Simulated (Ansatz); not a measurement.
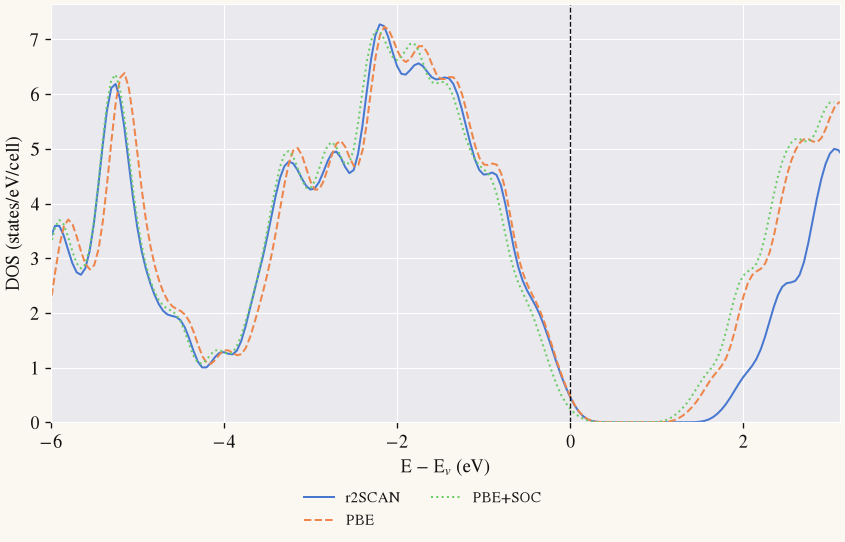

Total densities of states of Al₃GaAs₄, space group Cm, 8 atoms in the cell, by three methods on the same cell. The curves are built from the levels of the k mesh with Gaussians 0.3 eV wide, which also blur the band edges. Each is counted from its own valence-band top.

Q: What changes from one method to the other?

A: r2SCAN gives a gap of 1.78 eV, PBE gives a gap of 1.39 eV and PBE+SOC gives a gap of 1.29 eV.

Settings. r2SCAN: DFT, r2SCAN, plane waves, PAW, no spin polarisation, 6×6×4 k mesh, 500 eV cutoff (Ansatz). PBE: DFT, PBE, plane waves, PAW, no spin polarisation, 6×6×4 k mesh, 420 eV cutoff (Ansatz 0.2.0). PBE+SOC: DFT, PBE with spin-orbit coupling, plane waves, PAW, 6×6×4 k mesh, 420 eV cutoff (Ansatz).
